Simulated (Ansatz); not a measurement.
# Geometry relaxation of Ag

- system: Ag (Fm-3m, 1 atom in the cell)
- method: DFT, PBE, PAW with Ansatz's default frozen-core files, scalar-relativistic, no spin polarisation (Ansatz 0.2.0)

The structure was built on a prototype by a generator; it need not be a known phase. It belongs to a series of runs on one base structure; here: fcc relaxed, PAW files.

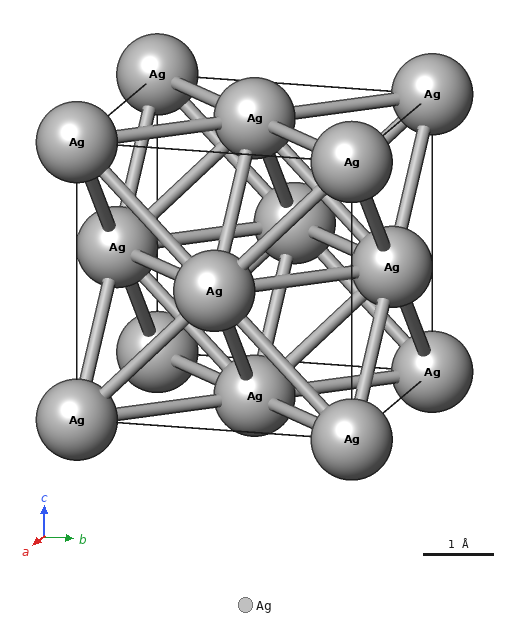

Fig. 1: The starting structure (ball-and-stick view of the cell 4 times as large as that of the calculation, set on its symmetry axes, seen slightly off an axis). Near neighbours in the crystal (not all of them lie inside the picture): Ag has 12 Ag at 2.93 Å.

Results in brief

```csv
quantity,value
outcome,converged
space group (tolerance 0.01 Å),Fm-3m (225)
electrons treated,19
free energy,−7590.5513 eV
Fermi energy,16.436 eV
pressure,−0.05 GPa
final volume,17.85 Å³
largest force (length of the vector) at the end,under 0.001 eV/Å
final cell,"a = 2.933 Å, b = 2.933 Å, c = 2.933 Å, α = 60.00°, β = 60.00°, γ = 60.00°"
hardware,"1 thread of Arm Neoverse V1, 24 GiB of memory available, shared host"
wall time,7.2 s
peak memory,0.31 GiB
```

Input file
```yaml
crystal:
  lattice:
    - [0.0, 2.0734371548, 2.0734371548]
    - [2.0734371548, 0.0, 2.0734371548]
    - [2.0734371548, 2.0734371548, 0.0]
  atoms:
    - { symbol: Ag, position: [0.0, 0.0, 0.0] }
kpoints:
  mp_grid: { grid: [17, 17, 17] }
scf:
  occupations: { method: fermi_dirac, width: 0.05 }
hamiltonian:
  xc: pbe
  pseudopotentials: { kind: paw }
output:
  forces: true
  stress: true
  write_density: true
  write_potential: true
  elf: true
  volumetric_format: npy
relax:
  f_tol: 0.005
  max_steps: 40
  cell: {}
```

Launched with:
```bash
ansatz run input.yaml --threads 1 --pin off --max-ram 3072MiB --backend cpu --events-out ev --progress --plain --runs-dir out
```

Output
```
Engine: ansatz 0.2.0, aarch64-unknown-linux-gnu
Pseudopotentials: kind: paw
Pseudopotential: Ag, paw, valence charge 19, recommended cutoff 420 eV (normal), Ag.paw.azcp
Functional definition: PBE
  parameter kappa = 0.804
  parameter beta = 0.06672455060314922
  exchange = pbe_x(kappa = kappa, mu = beta*pi^2/3)
  correlation = pbe_c(beta = beta)
Crystal: 1 atoms, lattice volume = 17.828 Å³
Basis set: ecut = 420 eV, 339 PW (Γ), exchange–correlation on 40×40×40 points (8 copies of the dense FFT grid, shifted against one another)
Bands: 14, of which v1, the nominal top of the filled ones, is band 10 counted from 1 (9 counted from 0)
Symmetry: 48 space group operations
Space group: Fm-3m (ITA 225), of the structure as read, at distance tolerance 2.6e-5 Å
k-points: 165 of 4913
Non-local potential: Ag, projectors of the file, l = 0: 3, l = 1: 2, l = 2: 2, l = 3: 1
PAW form: soft (Blöchl's): semilocal exchange-correlation on the pseudo side does not see the compensation charge
PAW one-centre angular grid: Ag, 590 points (default); XC on 64 Gauss nodes
Initial density: superposition of atomic densities (neutral atoms: chi_scale 0, normalization atom), corrected by the library's trained network
Initial wavefunctions: pseudopotential atomic-orbital guess
Functional: x = pbe(κ = 0.804, μ = 0.2195149727645171), c = pbe(β = 0.06672455060314922)
SCF iter   1: F=—  HF=-7590.551039 eV  |F-HF|=—  |Δ(HF+E_count)|=         —  Δρ=8.07e-4  dr2=2.33e-5  ethr=1.77e-3  ⟨swp⟩=4.7  Hψ=11772  notcnv=0
preconditioner: auto → none  [metal: Δε(μ)=0.030 eV  Ē_g=15.819 eV  σ=0.050 eV  W_gap=0.14  n_scr=8 (ndim 8)  ℏωp=29.2 eV  f_vac=0.000  D(μ)=0.41/eV (n_scr^D=0)  sad-step TF]
SCF iter   2: F=—  HF=-7590.551242 eV  |F-HF|=—  |Δ(HF+E_count)|=   2.03e-4  Δρ=4.34e-4  dr2=5.64e-6  ethr=1.23e-7  ⟨swp⟩=2.1  Hψ=5230  notcnv=0
SCF iter   3: F=—  HF=-7590.551279 eV  |F-HF|=—  |Δ(HF+E_count)|=   3.69e-5  Δρ=7.20e-5  dr2=3.23e-7  ethr=2.97e-8  ⟨swp⟩=2.0  Hψ=3196  notcnv=0
iter 4 did not close the SCF: its close was put off for the readings that it lacked (scf_convergence_deferred on its scf_iter line)
SCF iter   4: F=-7590.551280 eV  HF=-7590.551280 eV  |F-HF|=2.83e-8  |Δ(HF+E_count)|=   7.49e-7  Δρ=1.95e-5  dr2=5.12e-8  ethr=1.70e-9  ⟨swp⟩=2.3  Hψ=3408  notcnv=0
iter 5 did not close the SCF: its close was put off for the readings that it lacked (scf_convergence_deferred on its scf_iter line)
SCF iter   5: F=-7590.551280 eV  HF=-7590.551280 eV  |F-HF|=3.17e-10  |Δ(HF+E_count)|=   2.84e-9  Δρ=3.63e-6  dr2=1.20e-9  ethr=2.69e-10  ⟨swp⟩=2.6  Hψ=3652  notcnv=0
SCF iter   6: F=-7590.551280 eV  HF=-7590.551280 eV  |F-HF|=1.09e-11  |Δ(HF+E_count)|=  8.11e-10  Δρ=3.78e-7  dr2=9.74e-12  ethr=6.34e-12  ⟨swp⟩=3.8  Hψ=10526  notcnv=0
SCF 1 converged in 6 iterations: F = -7590.551280 eV  dr2 = 9.74e-12
  greatest PAW one-centre occupation: 1.000 electrons in one spin orbital (limit 2), on the Ag atom at site 0 (counted from 0), in its partial waves of l = 0
relax step   1: F+E_penalty+E_count = -7590.55127960 eV  Δ(F+E_penalty+E_count) = +0.000e0 eV  max|allowed force component| = 0.000e0 eV/Å  Δτ_max = 0.0000 Å  P = +0.064 GPa  Ω = 17.828 Å³  (6 SCF iters, accepted)
Crystal: 1 atoms, lattice volume = 17.850 Å³
Initial density: handed on by an earlier stage of this run
Initial wavefunctions: those handed on with the density
iter 1 solved again at ethr=1.18e-8 eV; its pass at ethr=3.10e-3 eV (dr2=2.24e-6 eV) is discarded
SCF iter   1: F=—  HF=-7590.551272 eV  |F-HF|=—  |Δ(HF+E_count)|=         —  Δρ=1.20e-4  dr2=2.95e-6  ethr=1.18e-8  ⟨swp⟩=2.1  Hψ=14972  notcnv=0
preconditioner: auto → none  [metal: Δε(μ)=0.032 eV  Ē_g=15.810 eV  σ=0.050 eV  W_gap=0.15  n_scr=8 (ndim 8)  ℏωp=29.1 eV  f_vac=0.000  D(μ)=0.41/eV (n_scr^D=0)]
SCF iter   2: F=—  HF=-7590.551272 eV  |F-HF|=—  |Δ(HF+E_count)|=   5.84e-8  Δρ=7.27e-5  dr2=5.34e-7  ethr=1.18e-8  ⟨swp⟩=2.1  Hψ=3354  notcnv=0
SCF iter   3: F=—  HF=-7590.551272 eV  |F-HF|=—  |Δ(HF+E_count)|=   1.68e-7  Δρ=1.84e-5  dr2=3.20e-8  ethr=2.81e-9  ⟨swp⟩=2.3  Hψ=3379  notcnv=0
SCF iter   4: F=-7590.551272 eV  HF=-7590.551272 eV  |F-HF|=6.91e-11  |Δ(HF+E_count)|=   6.23e-9  Δρ=1.47e-6  dr2=1.25e-10  ethr=5.41e-11  ⟨swp⟩=6.0  Hψ=9986  notcnv=0
SCF 2 converged in 4 iterations: F = -7590.551272 eV  dr2 = 1.25e-10
relax step   2: F+E_penalty+E_count = -7590.55127202 eV  Δ(F+E_penalty+E_count) = +7.578e-6 eV  max|allowed force component| = 0.000e0 eV/Å  Δτ_max = 0.0000 Å  P = -0.046 GPa  Ω = 17.850 Å³  energy of the carried Pulay correction = -8.775e-6 eV  (4 SCF iters, dr2 threshold 1.03e-8 eV, accepted)
Initial wavefunctions: pseudopotential atomic-orbital guess (no wavefunctions were taken with the density)
iter 1 solved again at ethr=2.58e-9 eV; its pass at ethr=3.10e-3 eV (dr2=4.90e-7 eV) is discarded
SCF iter   1: F=—  HF=-7590.551279 eV  |F-HF|=—  |Δ(HF+E_count)|=         —  Δρ=2.93e-6  dr2=4.17e-10  ethr=2.58e-9  ⟨swp⟩=3.2  Hψ=18334  notcnv=0
preconditioner: auto → none  [metal: Δε(μ)=0.032 eV  Ē_g=15.809 eV  σ=0.050 eV  W_gap=0.15  n_scr=8 (ndim 8)  ℏωp=29.1 eV  f_vac=0.000  D(μ)=0.41/eV (n_scr^D=0)]
SCF iter   2: F=—  HF=-7590.551279 eV  |F-HF|=—  |Δ(HF+E_count)|=   5.89e-7  Δρ=1.12e-6  dr2=1.13e-10  ethr=2.20e-12  ⟨swp⟩=2.0  Hψ=3886  notcnv=0
SCF iter   3: F=—  HF=-7590.551279 eV  |F-HF|=—  |Δ(HF+E_count)|=  1.09e-11  Δρ=5.76e-7  dr2=2.08e-11  ethr=1.00e-12  ⟨swp⟩=2.1  Hψ=3160  notcnv=0
SCF iter   4: F=-7590.551279 eV  HF=-7590.551279 eV  |F-HF|=3.64e-12  |Δ(HF+E_count)|=  2.73e-12  Δρ=4.58e-8  dr2=6.65e-14  ethr=1.00e-12  ⟨swp⟩=4.6  Hψ=7975  notcnv=0
SCF 3 converged in 4 iterations: F = -7590.551279 eV  dr2 = 6.65e-14
relax step   3: F+E_penalty+E_count = -7590.55127921 eV  Δ(F+E_penalty+E_count) = -7.191e-6 eV  max|allowed force component| = 0.000e0 eV/Å  Δτ_max = 0.0000 Å  P = -0.047 GPa  Ω = 17.850 Å³  stress off target by 4.67e-2 GPa  SCF on the basis re-selected at this cell (its energy is not comparable with the rows above)  (4 SCF iters)
```

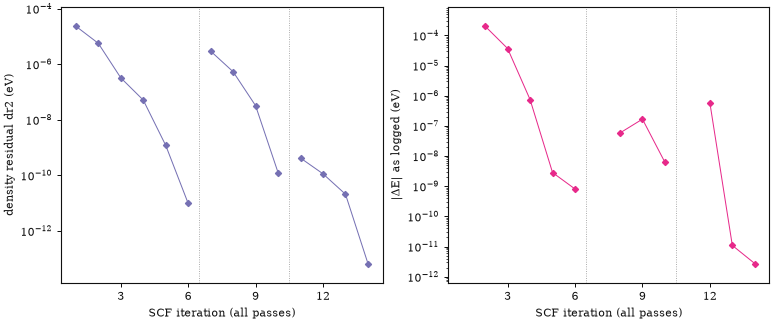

Fig. 2: Convergence of the self-consistent field: density residual dr2 and size of the energy change against the SCF iteration. The dotted lines part the SCF passes of the relaxation: geometry steps, rejected trials and re-solves on a re-selected basis. The passes take 6, 4 and 4 iterations.

```
basis re-selected at this cell: Δ(F+E_penalty+E_count) = -7.191e-6 eV, ΔP = -0.000 GPa vs the last step (what re-selecting the basis moved, of the pressure what is left beyond the Pulay correction that the steps carried, after the strain that the cell walked since its last selection, with what the two solves' SCF thresholds leave and, on support functions, any second-order correction that the steps lacked; it is no measure of the basis error at this ecutwfc). This SCF's stress stands 4.67e-2 GPa from its target on what of the cell is left free (relax.cell.stress_tol is 5.00e-2 GPa) and its largest allowed force component is 0.00e0 eV/Å (relax.f_tol is 5.00e-3 eV/Å): within both
SCF converged after 4 iterations
Free energy (F): -7590.551279 eV
Harris-Foulkes:  -7590.551279 eV  (|F-HF|=3.64e-12)
Internal energy: -7590.547935 eV  (E = F + TS)
E sigma→0 (E₀):  -7590.549607 eV
Entropy (-TS):   -0.003344 eV (-3.344 meV/atom)
Fermi energy:    16.436045 eV
--- Per-component energies (eV) ---
  E_band       = -250.927513
  E_kinetic    = 526.965510
  E_local      = -2264.954182  (includes V_loc(G=0)·N_el)
  E_nonlocal   = 80.036899
  E_hartree    = 1026.614527
  E_xc         = -184.720025
  E_vxc        = -234.692942  (∫ρ·V_xc dr)
  E_paw        = -3902.009669  (= ΣΔE_a)
  E_vpaw       = -411.512185  (= ΣTr[D̂ρ^β])
  E_aug_tail   = 0.000328  (compensation charges beyond the density's cutoff)
  E_ewald      = -2872.481324
  E_smearing   = -0.003344  (= −TS)
  E_closure    = 0.000000  (closes the sum)
  Σ components = -7590.551279   (vs F -7590.551279, Δ=0.00e0)
--- Forces (eV/Å), atoms counted from 1 ---
  atom   1  Ag    -0.00000000     0.00000000    -0.00000000
  max |Σ_I F_I| component: 6.98e-32 eV/Å
--- Stress (GPa, compression-positive) ---
       -0.046712      -0.000000      -0.000000
       -0.000000      -0.046712      -0.000000
       -0.000000      -0.000000      -0.046712
  P = ⅓ Tr σ = -0.0467 GPa (-0.467 kbar)
--- Band table (eV; the first three rows and the last of 165) ---
  k-point 0: bands = ["-75.5015", "-38.9068", "-38.9068", "-38.9068", "8.8973", "11.7223", "11.7223", "11.7223", "12.6795", "12.6795", "32.1387", "35.4581", "35.4581", "35.4581"]
  k-point 1: bands = ["-75.5010", "-38.9114", "-38.9075", "-38.9075", "9.0020", "11.6994", "11.7504", "11.7504", "12.6689", "12.6689", "32.1450", "34.5592", "35.4904", "35.4904"]
  k-point 2: bands = ["-75.4997", "-38.9247", "-38.9095", "-38.9095", "9.3030", "11.6487", "11.8220", "11.8220", "12.6499", "12.6499", "31.6988", "33.2338", "35.5600", "35.5600"]
  k-point 164: bands = ["-75.4834", "-39.0024", "-38.9942", "-38.9591", "10.9182", "11.3527", "11.5985", "12.7026", "13.5867", "21.2566", "22.5384", "23.3509", "24.5628", "37.9591"]
--- Relaxed structure (2 steps of the walk, 2 accepted, 1 SCFs on fresh bases) ---
  F+E_penalty+E_count = -7590.55127921 eV   max|allowed force component| = 0.000e0 eV/Å   (the final SCF, on the basis selected at the relaxed cell)
  cell:  # Å, volume = 17.8498 Å³
    - [6.369215041119487e-35, 2.0742833058480286, 2.0742833058480286]
    - [2.0742833058480286, -6.369215041119487e-36, 2.0742833058480286]
    - [2.0742833058480286, 2.0742833058480286, 5.095372032895589e-35]
  atoms:
    - { symbol: Ag, position: [0.0, 0.0, 0.0] }
```

File rho_z.tsv
```
# z_ang	rho[e/angstrom^3]
# format = ansatz-planar-average/11
# lattice	0.000000000	2.074283306	2.074283306
# lattice	2.074283306	-0.000000000	2.074283306
# lattice	2.074283306	2.074283306	0.000000000
# sites	1
# site	47	0.000000000	0.000000000	0.000000000
0.000000	2.546882e0
0.146674	2.423381e0
0.293348	2.088601e0
0.440022	1.632697e0
0.586696	1.162242e0
0.733370	7.635758e-1
0.880044	4.809146e-1
1.026718	3.132584e-1
1.173392	2.282882e-1
1.320066	1.892662e-1
1.466740	1.773831e-1
1.613414	1.892662e-1
1.760088	2.282882e-1
1.906762	3.132584e-1
2.053436	4.809146e-1
2.200110	7.635758e-1
2.346784	1.162242e0
2.493458	1.632697e0
2.640132	2.088601e0
2.786806	2.423381e0
```

File v_z.tsv
```
# z_ang	v_es[eV]	v_tot[eV]
# format = ansatz-planar-average/11
# xc	pbe
# density_cutoff_ev	1680
# datasets	Ag=:simpson_from_first_knot:soft
# lattice	0.000000000	2.074283306	2.074283306
# lattice	2.074283306	-0.000000000	2.074283306
# lattice	2.074283306	2.074283306	0.000000000
# sites	1
# site	47	0.000000000	0.000000000	0.000000000
0.000000	4.282497e0	-1.043468e1
0.146674	4.574436e0	-9.999099e0
0.293348	5.435281e0	-8.721150e0
0.440022	6.812415e0	-6.696715e0
0.586696	8.604792e0	-4.086722e0
0.733370	1.065834e1	-1.117726e0
0.880044	1.278349e1	1.936333e0
1.026718	1.475641e1	4.748778e0
1.173392	1.630303e1	6.942189e0
1.320066	1.718315e1	8.233515e0
1.466740	1.743182e1	8.628884e0
1.613414	1.718315e1	8.233515e0
1.760088	1.630303e1	6.942189e0
1.906762	1.475641e1	4.748778e0
2.053436	1.278349e1	1.936333e0
2.200110	1.065834e1	-1.117726e0
2.346784	8.604792e0	-4.086722e0
2.493458	6.812415e0	-6.696715e0
2.640132	5.435281e0	-8.721150e0
2.786806	4.574436e0	-9.999099e0
```

Trajectory as extended XYZ (Å, eV, eV/Å), 3 frames, from step=1 to step=3
```
1
Lattice="0.0000 2.0734 2.0734 2.0734 0.0000 2.0734 2.0734 2.0734 0.0000" Properties=species:S:1:pos:R:3:forces:R:3 step=1 energy=-7590.55128 pressure_GPa=0.06
Ag    0.0000    0.0000    0.0000    0.0000   0.0000   0.0000
1
Lattice="0.0000 2.0743 2.0743 2.0743 0.0000 2.0743 2.0743 2.0743 0.0000" Properties=species:S:1:pos:R:3:forces:R:3 step=2 energy=-7590.55127 pressure_GPa=-0.05
Ag    0.0000    0.0000    0.0000    0.0000   0.0000   0.0000
1
Lattice="0.0000 2.0743 2.0743 2.0743 0.0000 2.0743 2.0743 2.0743 0.0000" Properties=species:S:1:pos:R:3:forces:R:3 step=3 energy=-7590.55128 pressure_GPa=-0.05
Ag    0.0000    0.0000    0.0000    0.0000   0.0000   0.0000
```

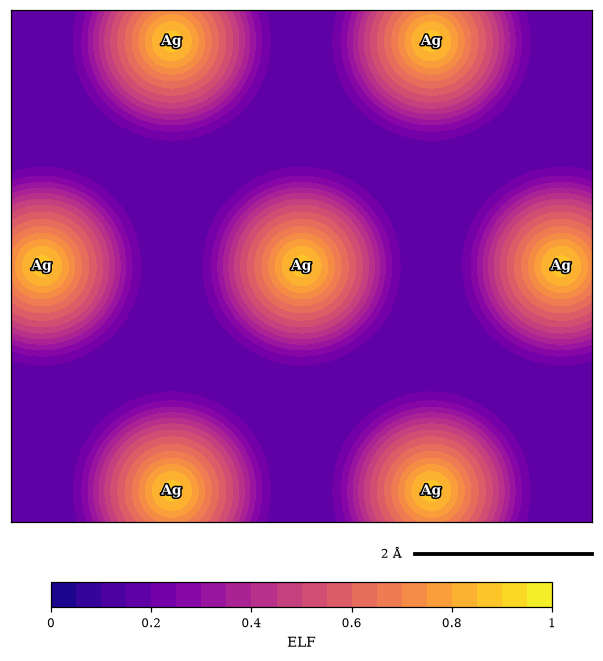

Fig. 3: Electron localisation function on the (111) plane of the conventional cell. Atoms in the plane: Ag. Ag–Ag (2.93 Å): the ELF is about 0.15 at the midpoint; no localised pair between them. The strong features right at Ag lie inside the PAW spheres (semicore, d or f shells) and say nothing about bonding. The fields are those of the smooth PAW valence density.

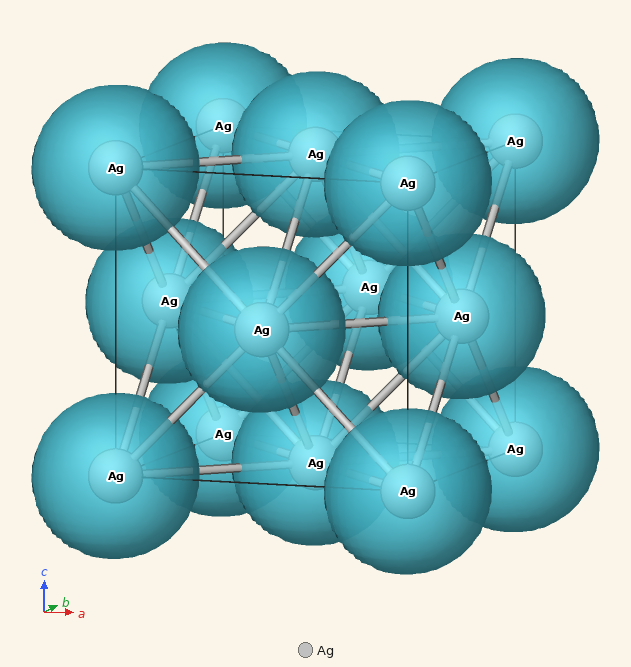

Fig. 4: Isosurface of the valence pseudo-density at 0.4 e/Å³ (cyan), seen slightly off an axis. Sticks mark near contacts. The outline is the cell set on symmetry axes. At this value the density breaks into separate islands; it holds about 85 % of the electrons treated as valence (semicore included). It is pinched off along the Ag–Ag (2.93 Å) contacts. On the grid the lowest density along these lines, outside the cores, is 0.19 e/Å³ (Ag–Ag, 2.93 Å).
